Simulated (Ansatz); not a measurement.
System: Al₂Pt (slab), 9 atoms in the cell.

```xyz
9
Lattice="4.1565 0.0000 0.0000 0.0000 4.1565 0.0000 0.0000 0.0000 32.4479" Properties=species:S:1:pos:R:3 pbc="T T T"
Al    2.0516    2.0700   17.5583
Al    4.1323   -0.0082   17.6531
Pt    2.0550    4.1484   19.0111
Al    4.1333    4.1482   20.5416
Al    2.0563    2.0701   20.5120
Pt    4.1346    2.0700   22.0184
Al    2.0565    2.0699   23.4611
Al    4.1352    4.1482   23.4726
Pt    2.0571    4.1482   24.7922
```

Method: DFT PBEsol, scalar-relativistic, plane waves, PAW, no spin polarisation, 8×8×1 k mesh, 420 eV cutoff (Ansatz 0.2.0).

What does the potential across the slab give for the work function?

The work function is 4.43 eV at the right face and 4.09 eV at the left. The vacuum levels differ by 0.34 eV, so the slab carries a dipole along its normal. The outermost atoms are 7.2 Å apart, which leaves 25.2 Å of vacuum in a cell 32.4 Å high.

The atoms aren't at rest in this cell (largest force 0.4 eV/Å), so the relaxed material can differ. Spin-orbit coupling is left out, which matters for Pt.

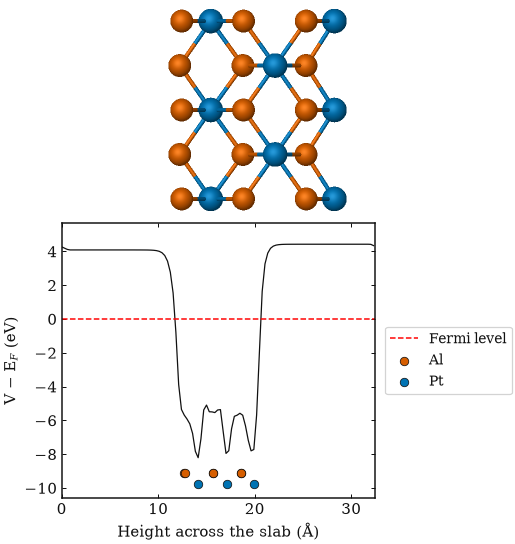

Plane-averaged electrostatic potential energy of an electron across the slab; circles at the bottom mark the heights of the atoms. The structure is drawn too.
